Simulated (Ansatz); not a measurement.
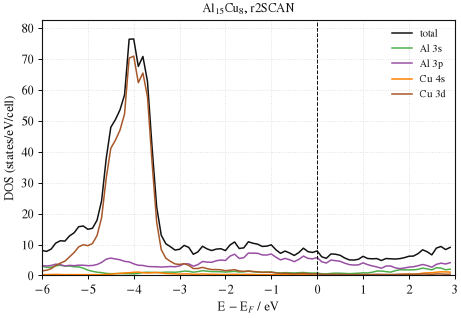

What does this figure show?

Density of states of Al₁₅Cu₈, space group P1, 23 atoms in the cell. Ansatz 0.2.0; DFT r2SCAN, scalar-relativistic, plane waves, PAW, no spin polarisation, 6×5×5 k mesh, 500 eV cutoff, Gaussian smearing of 0.1 eV. Energies are counted from the Fermi level. The partial curves are projected on Löwdin-orthogonalised atomic shells.

It is a metal. The density of states at the Fermi level is about 6.9 per eV and cell (mean within 0.25 eV), or 0.3 per atom. By projected weight, the states within 0.3 eV of the Fermi level are Al 3p (80 %). Over the range shown, the centre of the Cu 3d weight lies 4.0 eV below the Fermi level, and the shell is essentially full. The tallest peak in the window is at −4.0 eV; by projected weight it is Cu 3d almost alone.
